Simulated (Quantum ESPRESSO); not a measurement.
MoS2: relaxation of cell and atoms (part 2 of 3)

The same run, continued: MoS2 (P-6m2, 3 atoms in the cell); Kohn-Sham DFT of a periodic cell, PBEsol, GBRV 1.5 PBEsol (Quantum ESPRESSO 7.5); cutoff 707.5 eV, 10×10×2 k-mesh, fermi-dirac of 0.05 eV. The structure derives from a Materials Project entry. The run did not end well. The run did not end well; see the last part.

Geometry of the input (Å; fractional positions):
```
3.1841  0.0000  0.0000
-1.5921  2.7575  0.0000
0.0000  0.0000  17.3346
Mo 0.0000  0.0000  0.0000
S  0.3333  0.6667  0.9105
S  0.3333  0.6667  0.0895
```

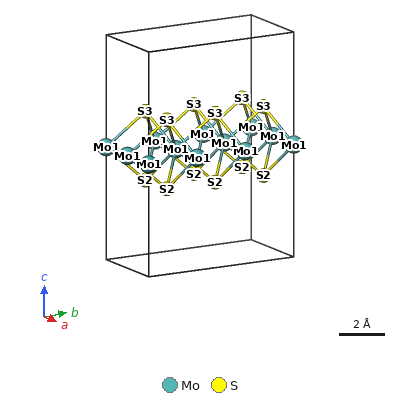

**Figure 1.** The input geometry (ball-and-stick view of the 2 × 3 repeat of the cell, with the vacuum cut short, seen slightly off an axis; atoms are numbered from 1 in the order of the input). An atom can appear more than once, as a periodic image.

### What the program printed, continued
```
   -61.0387 -35.2171 -35.1864 -35.0744 -13.4550 -12.6488  -5.2682  -4.1320
    -3.8553  -3.1982  -2.1939  -1.3256  -1.0152   1.7693   2.1853   2.4212
     3.7661   6.4407   6.7567   7.5148

          k = 0.1000 0.2887-0.0918 (  6478 PWs)   bands (ev):

   -61.0387 -35.2171 -35.1864 -35.0744 -13.4550 -12.6488  -5.2682  -4.1320
    -3.8553  -3.1982  -2.1939  -1.3256  -1.0152   1.7693   2.1853   2.4212
     3.7661   6.5138   6.6275   7.6654

          k = 0.1000 0.4041 0.0000 (  6522 PWs)   bands (ev):

   -61.0281 -35.3145 -35.1651 -35.1054 -12.8951 -12.4287  -5.5723  -4.6415
    -4.1319  -3.4292  -2.0855  -1.7312  -1.0749   1.8627   2.2391   2.9859
     4.0452   7.1632   7.5689   7.6427

          k = 0.1000 0.4041-0.0918 (  6526 PWs)   bands (ev):

   -61.0281 -35.3145 -35.1651 -35.1054 -12.8951 -12.4287  -5.5723  -4.6415
    -4.1319  -3.4292  -2.0855  -1.7312  -1.0749   1.8627   2.2391   2.9859
     4.0452   7.1938   7.4740   7.6903

          k = 0.1000 0.5196 0.0000 (  6522 PWs)   bands (ev):

   -61.0215 -35.3739 -35.1518 -35.1245 -12.4986 -12.2771  -5.8944  -5.1325
    -4.2777  -3.4737  -2.0369  -1.9551  -0.7856   1.9777   2.4846   3.5050
     3.9494   6.1843   8.0834   8.2270

          k = 0.1000 0.5196-0.0918 (  6514 PWs)   bands (ev):

   -61.0215 -35.3739 -35.1518 -35.1245 -12.4986 -12.2771  -5.8944  -5.1325
    -4.2777  -3.4737  -2.0369  -1.9551  -0.7856   1.9777   2.4846   3.5050
     3.9494   6.1843   8.0813   8.2337

          k = 0.2000 0.3464 0.0000 (  6517 PWs)   bands (ev):

   -61.0292 -35.2856 -35.1673 -35.1215 -12.9626 -12.4488  -5.3708  -4.5212
    -4.0092  -3.5950  -2.5461  -1.4656  -1.0692   1.7736   2.2724   2.6025
     4.1670   7.2487   7.5569   8.1319

          k = 0.2000 0.3464-0.0918 (  6510 PWs)   bands (ev):

   -61.0292 -35.2856 -35.1673 -35.1215 -12.9626 -12.4488  -5.3708  -4.5212
    -4.0092  -3.5950  -2.5461  -1.4656  -1.0692   1.7736   2.2724   2.6025
     4.1670   7.3507   7.3945   8.1907

          k = 0.2000 0.4619 0.0000 (  6530 PWs)   bands (ev):

   -61.0216 -35.3334 -35.1665 -35.1519 -12.5139 -12.2641  -5.5115  -5.2209
    -4.0083  -3.4958  -2.9698  -1.8930  -0.8083   1.9240   2.5328   2.9368
     4.2908   6.9844   8.2193   8.4085

          k = 0.2000 0.4619-0.0918 (  6522 PWs)   bands (ev):

   -61.0215 -35.3334 -35.1665 -35.1519 -12.5139 -12.2641  -5.5115  -5.2209
    -4.0083  -3.4958  -2.9698  -1.8930  -0.8083   1.9240   2.5328   2.9368
     4.2908   6.9850   8.2342   8.3714

          k = 0.2000 0.5774 0.0000 (  6519 PWs)   bands (ev):

   -61.0186 -35.3501 -35.1851 -35.1460 -12.3270 -12.1865  -5.5323  -5.4904
    -4.2136  -3.3635  -3.0157  -2.1553  -0.5530   1.7318   2.9184   3.0911
     4.2901   6.3768   8.4392   9.3793

          k = 0.2000 0.5774-0.0918 (  6508 PWs)   bands (ev):

   -61.0186 -35.3502 -35.1851 -35.1460 -12.3270 -12.1865  -5.5323  -5.4904
    -4.2136  -3.3635  -3.0157  -2.1553  -0.5530   1.7318   2.9183   3.0911
     4.2901   6.3768   8.4393   9.3854

          k = 0.3000 0.5196 0.0000 (  6515 PWs)   bands (ev):

   -61.0175 -35.3166 -35.2329 -35.1437 -12.2638 -12.1473  -5.6506  -5.1364
    -4.1217  -3.7572  -3.2412  -2.2624  -0.4277   1.5001   2.8475   3.1558
     4.5541   6.8548   7.5489   9.1122

          k = 0.3000 0.5196-0.0918 (  6500 PWs)   bands (ev):

   -61.0175 -35.3166 -35.2329 -35.1437 -12.2638 -12.1473  -5.6506  -5.1364
    -4.1217  -3.7572  -3.2412  -2.2624  -0.4277   1.5001   2.8475   3.1558
     4.5541   6.8548   7.5489   9.1087

     the Fermi energy is     0.6081 ev

!    total energy              =    -187.57307969 Ry
     estimated scf accuracy    <          3.7E-10 Ry
     smearing contrib. (-TS)   =      -0.00000000 Ry
     internal energy E=F+TS    =    -187.57307969 Ry

     The total energy is F=E-TS. E is the sum of the following terms:
     one-electron contribution =    -901.77987138 Ry
     hartree contribution      =     451.91552915 Ry
     xc contribution           =     -35.96332077 Ry
     ewald contribution        =     298.25458331 Ry

     convergence has been achieved in   9 iterations

     negative rho (up, down):  1.717E-04 0.000E+00

     Forces acting on atoms (cartesian axes, Ry/au):

     atom    1 type  1   force =     0.00000000    0.00000000    0.00000000
     atom    2 type  2   force =     0.00000000    0.00000000    0.00643922
     atom    3 type  2   force =    -0.00000000   -0.00000000   -0.00643922

     Total force =     0.009106     Total SCF correction =     0.000041

     Computing stress (Cartesian axis) and pressure

     negative rho (up, down):  1.717E-04 0.000E+00
          total   stress  (Ry/bohr**3)                   (kbar)     P=      -12.34
  -0.00010671   0.00000000  -0.00000000          -15.70        0.00       -0.00
   0.00000000  -0.00010671   0.00000000            0.00      -15.70        0.00
   0.00000000  -0.00000000  -0.00003814            0.00       -0.00       -5.61

     BFGS Geometry Optimization
     Energy error            =      5.4E-02 Ry
     Gradient error          =      6.4E-03 Ry/Bohr
     Cell gradient error     =      1.2E+02 kbar

     number of scf cycles    =   1
     number of bfgs steps    =   0

     enthalpy           new  =    -186.8748570886 Ry

     new trust radius        =       0.1260313745 bohr
     new conv_thr            =       0.0000000006 Ry

     new unit-cell volume =    969.40939 a.u.^3 (   143.65165 Ang^3 )
     density =      1.85033 g/cm^3

CELL_PARAMETERS (alat=  6.01712624)
   0.980337539   0.000000000   0.000000000
  -0.490168769   0.848997213  -0.000000000
  -0.000000000   0.000000000   5.346356990

ATOMIC_POSITIONS (alat)
Mo               0.0000000000        0.0000000000        0.0000000000
S                0.0000000000        0.5659981420        4.8689465124
S                0.0000000000        0.5659981420        0.4774104775

     NEW-OLD atomic charge density approx. for the potential
     New effective cutoffs (rho, wfc):  430.64   54.11

     negative rho (up, down):  4.239E-04 0.000E+00

     Self-consistent Calculation

     iteration #  1     ecut=    52.00 Ry     beta= 0.50
     Davidson diagonalization with overlap
     ethr =  1.00E-06,  avg # of iterations = 10.8

     negative rho (up, down):  3.800E-04 0.000E+00

     total energy              =    -187.57013963 Ry
     estimated scf accuracy    <       0.00257104 Ry

[... 189 further cycles ...]
     iteration #  6     ecut=    52.00 Ry     beta= 0.50
     Davidson diagonalization with overlap
     ethr =  2.36E-13,  avg # of iterations =  4.1

     total energy              =    -187.55923186 Ry
     estimated scf accuracy    <          1.1E-11 Ry

     iteration #  7     ecut=    52.00 Ry     beta= 0.50
     Davidson diagonalization with overlap
     ethr =  1.00E-13,  avg # of iterations =  1.1

     End of self-consistent calculation

          k = 0.0000 0.0000 0.0000 (  6387 PWs)   bands (ev):

   -49.4287 -23.7083 -23.3148 -23.3148  -3.5099  -1.7679   4.5498   8.6380
     8.6380   9.9039   9.9039  10.1925  10.4236  14.4108  14.4108  14.4570
    14.4570  17.8781  20.1852  21.0756

          k = 0.0000-0.0000-0.2547 (  6460 PWs)   bands (ev):

   -49.4287 -23.7084 -23.3148 -23.3148  -3.2376  -2.2264   5.5910   7.9123
     8.6587   8.6587   9.8606   9.8606  11.7828  14.2414  14.2414  14.6932
    14.6932  18.0623  20.0471  21.5300

          k = 0.0000 0.1204-0.0000 (  6450 PWs)   bands (ev):

   -49.4225 -23.6970 -23.3713 -23.3274  -3.3348  -1.6999   4.7439   8.2561
     8.8197   9.1158   9.6361  10.2249  10.9013  13.8743  14.2598  14.2680
    14.7005  18.6413  20.2190  21.7532

          k = 0.0000 0.1204-0.2547 (  6448 PWs)   bands (ev):

   -49.4225 -23.6970 -23.3713 -23.3274  -3.0608  -2.1440   5.7852   7.6779
     8.3029   8.8449   9.5887   9.8021  11.6082  14.0005  14.3766  14.4970
    14.5147  18.8178  20.5957  21.4887

          k = 0.0000 0.2407-0.0000 (  6490 PWs)   bands (ev):

   -49.4062 -23.6670 -23.5171 -23.3603  -2.8448  -1.5107   5.2036   7.4493
     8.0829   9.0656   9.3020  10.1421  10.8091  13.0339  13.8777  14.5328
    15.2828  19.3302  20.8236  21.2316

          k = 0.0000 0.2407-0.2547 (  6504 PWs)   bands (ev):

   -49.4062 -23.6671 -23.5171 -23.3603  -2.5687  -1.9143   6.1530   7.1465
     7.6641   9.0115   9.3453   9.3822  10.9855  13.9422  14.0298  14.1025
    15.0404  20.0172  20.1742  21.5350

          k = 0.0000 0.3611-0.0000 (  6510 PWs)   bands (ev):

   -49.3861 -23.6931 -23.6298 -23.4007  -2.1506  -1.2498   5.4241   6.8168
     7.1098   8.5114   9.7992   9.8833  10.3110  13.0057  13.6673  15.2245
    15.7625  18.7672  19.7333  20.2236

          k = 0.0000 0.3611-0.2547 (  6514 PWs)   bands (ev):

   -49.3861 -23.6931 -23.6298 -23.4007  -1.8778  -1.5955   5.9091   6.4986
     7.5462   8.4524   8.7543   9.9704  10.3687  13.8401  14.0825  14.3228
    15.4329  18.7816  20.1263  21.2685

          k = 0.0000 0.4815-0.0000 (  6506 PWs)   bands (ev):

   -49.3697 -23.8324 -23.5994 -23.4331  -1.4696  -1.0093   5.0262   6.3754
     6.5332   8.1358   9.8483   9.9527  10.2848  13.6000  13.7877  15.6835
    16.0137  17.5909  19.0824  19.6616

          k = 0.0000 0.4815-0.2547 (  6522 PWs)   bands (ev):

   -49.3697 -23.8324 -23.5995 -23.4331  -1.2989  -1.2095   5.3102   5.9061
     7.3393   8.0739   8.3437  10.4354  10.6157  13.8725  14.3593  14.6368
    15.6085  18.3094  19.3111  20.3109

          k =-0.0000-0.6018 0.0000 (  6530 PWs)   bands (ev):

   -49.3634 -23.8849 -23.5878 -23.4454  -1.1625  -0.9084   4.7511   6.0964
     6.3965   8.0046   9.8369  10.0514  10.4059  13.9358  14.0453  15.7862
    16.0845  16.7892  19.1629  19.5768

          k =-0.0000-0.6018-0.2547 (  6504 PWs)   bands (ev):

   -49.3634 -23.8849 -23.5878 -23.4454  -1.1734  -0.9121   5.0307   5.6574
     7.1396   7.9418   8.2186  10.5874  10.9587  13.9725  14.5630  14.6941
    15.6507  18.4140  18.6406  19.7694

          k = 0.1042 0.1805-0.0000 (  6473 PWs)   bands (ev):

   -49.4112 -23.6763 -23.4683 -23.3543  -3.0018  -1.5708   5.0800   7.6849
     8.4689   9.0121   9.1228  10.2091  11.0774  13.2125  13.9206  14.1760
    15.2668  19.7312  20.2625  21.3760

          k = 0.1042 0.1805-0.2547 (  6460 PWs)   bands (ev):

   -49.4112 -23.6763 -23.4683 -23.3543  -2.7260  -1.9874   6.0883   7.3449
     7.8127   8.8878   9.1645   9.8189  11.2038  13.7878  13.9933  14.2654
    14.9634  20.0141  20.7612  21.2343

          k = 0.1042 0.3009-0.0000 (  6486 PWs)   bands (ev):

   -49.3930 -23.6427 -23.6191 -23.4009  -2.4059  -1.3416   5.4790   7.0333
     7.5716   8.3476   9.3847  10.0945  10.8001  12.7456  13.7411  14.5243
    15.9182  19.5686  20.3797  21.0900

          k = 0.1042 0.3009-0.2547 (  6478 PWs)   bands (ev):

   -49.3930 -23.6427 -23.6191 -23.4009  -2.1305  -1.7092   6.1718   6.8787
     7.5650   7.9879   9.5066   9.5319  10.5976  13.6566  13.9058  14.2178
    15.4147  19.6490  20.8405  21.3476

          k = 0.1042 0.4213-0.0000 (  6522 PWs)   bands (ev):

   -49.3747 -23.7663 -23.6088 -23.4477  -1.7026  -1.0795   5.3545   6.6154
     6.7300   8.0702   9.2319  10.2639  10.3070  12.9774  13.9950  15.1037
    16.2349  18.3882  19.5910  20.3640

          k = 0.1042 0.4213-0.2547 (  6526 PWs)   bands (ev):

   -49.3747 -23.7663 -23.6089 -23.4477  -1.4359  -1.3899   5.6739   6.2078
     7.5915   7.6057   8.9671   9.5670  10.6219  13.8190  14.3142  14.3364
    15.5141  18.9466  20.1522  20.9007

          k = 0.1042 0.5416-0.0000 (  6522 PWs)   bands (ev):

   -49.3634 -23.8558 -23.5879 -23.4765  -1.1783  -0.8950   4.9774   6.0305
     6.5049   7.9969   9.3084   9.8940  10.5623  13.6140  14.2524  15.5161
    16.1739  17.0601  19.6266  20.2456

          k = 0.1042 0.5416-0.2547 (  6514 PWs)   bands (ev):

   -49.3634 -23.8558 -23.5879 -23.4765  -1.1638  -0.9256   5.2498   5.6803
     7.2768   7.6350   8.4696   9.8148  10.9931  14.0169  14.6136  14.7671
    15.2408  19.0849  19.1652  20.0668

          k = 0.2085 0.3611-0.0000 (  6517 PWs)   bands (ev):

   -49.3767 -23.7224 -23.6125 -23.4727  -1.7900  -1.1018   5.5618   6.7558
     6.9079   7.8904   8.7559  10.3213  10.5624  12.6695  14.0988  14.6396
    16.4596  18.9596  20.0786  21.1779

          k = 0.2085 0.3611-0.2547 (  6510 PWs)   bands (ev):

   -49.3767 -23.7224 -23.6125 -23.4727  -1.5206  -1.4211   5.9191   6.5293
     7.1111   7.8833   8.9197   9.3492  10.5575  13.7650  13.9342  14.3553
    15.6688  19.5825  20.8331  21.0963

          k = 0.2085 0.4815-0.0000 (  6530 PWs)   bands (ev):

   -49.3634 -23.7943 -23.5879 -23.5412  -1.2032  -0.8729   5.4193   5.9317
     6.8234   7.9546   8.1920  10.0434  10.5997  13.1873  14.4549  14.8571
    16.7060  17.7535  19.3702  21.1560

          k = 0.2085 0.4815-0.2547 (  6522 PWs)   bands (ev):

   -49.3634 -23.7943 -23.5880 -23.5412  -1.1483  -0.9468   5.6831   5.7407
     7.2561   7.6882   8.6262   8.7816  10.8084  13.9960  14.0171  14.7329
    15.8119  19.5249  19.9597  21.4232

          k = 0.2085 0.6018-0.0000 (  6519 PWs)   bands (ev):

   -49.3584 -23.8193 -23.5785 -23.5695  -0.9483  -0.7743   5.3608   5.6110
     6.6124   8.0681   8.0903   9.7569  10.8318  13.5556  14.5096  14.9360
    16.7615  17.0274  19.2202  20.9999

          k = 0.2085 0.6018-0.2547 (  6508 PWs)   bands (ev):

   -49.3584 -23.8193 -23.5786 -23.5695  -1.0310  -0.7005   5.4133   5.6204
     7.3097   7.5202   8.3685   8.7028  11.1130  13.7698  14.0319  15.2057
    15.8657  19.3380  19.7052  21.2344

          k = 0.3127 0.5416-0.0000 (  6515 PWs)   bands (ev):

   -49.3564 -23.7677 -23.6433 -23.5750  -0.8641  -0.7199   5.4199   5.7950
     6.8304   7.1496   8.1638   9.6577  10.9955  13.3629  14.6153  14.6563
    17.1167  17.4950  18.2288  21.6748

          k = 0.3127 0.5416-0.2547 (  6500 PWs)   bands (ev):

   -49.3564 -23.7677 -23.6433 -23.5750  -0.9734  -0.6176   5.2757   6.0451
     7.1930   7.5750   8.1312   8.2669  11.1735  13.5249  13.6532  15.5054
    16.3530  19.6309  19.7827  20.4720

     the Fermi energy is    12.1764 ev

!    total energy              =    -187.55923186 Ry
     estimated scf accuracy    <          8.2E-13 Ry
     smearing contrib. (-TS)   =      -0.00000034 Ry
     internal energy E=F+TS    =    -187.55923152 Ry

     The total energy is F=E-TS. E is the sum of the following terms:
     one-electron contribution =     -89.91206146 Ry
     hartree contribution      =      57.01088310 Ry
     xc contribution           =     -36.18982698 Ry
     ewald contribution        =    -118.46822618 Ry

     convergence has been achieved in   7 iterations

     Forces acting on atoms (cartesian axes, Ry/au):

     atom    1 type  1   force =     0.00000000    0.00000000   -0.00000000
     atom    2 type  2   force =     0.00000000    0.00000000   -0.00057789
     atom    3 type  2   force =    -0.00000000    0.00000000    0.00057789

     Total force =     0.000817     Total SCF correction =     0.000007

     Computing stress (Cartesian axis) and pressure
```
